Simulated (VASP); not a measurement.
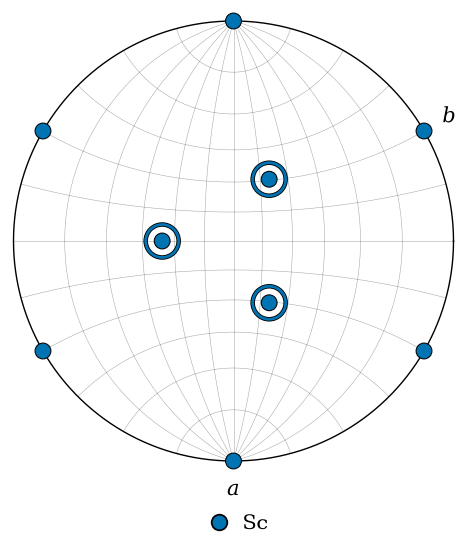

Directions from one scandium atom at (2/3, 1/3, 3/4) to its bonded neighbours, in stereographic projection down c (filled: above the plane of the page or in it, open: below). Crystal: Sc, an entry of the Crystallography Open Database, as set up for an electronic-structure calculation. The drawing is computed from the coordinates (standard cell, symmetry found to 0.002 Å).

Neighbours are counted up to 3.65 Å for Sc.

```cif
data_structure
_symmetry_space_group_name_H-M 'P 1'
_symmetry_Int_Tables_number 1
_cell_length_a 3.3090
_cell_length_b 3.3090
_cell_length_c 5.2733
_cell_angle_alpha 90.000
_cell_angle_beta 90.000
_cell_angle_gamma 120.000
_cell_volume 50.00
loop_
_atom_site_label
_atom_site_type_symbol
_atom_site_fract_x
_atom_site_fract_y
_atom_site_fract_z
_atom_site_occupancy
Sc1 Sc 0.66667 0.33333 0.75000 1
Sc2 Sc 0.33333 0.66667 0.25000 1
```

How many neighbours are there, and at what angles?

12: 6 Sc at 3.26 Å, 6 Sc at 3.31 Å. Angles between bonds: 59° (12×), 60° (6×), 61° (6×), 90° (12×), 108° (3×), 120° (6×), 121° (12×), 146° (6×), 180° (3×).

What is the site's symmetry in the crystal?

Point group -6m2 (D3h), order 12: one −6 axis, three twofold axes, four mirror planes. In No. 194, P6_3/mmc this is Wyckoff position 2c.
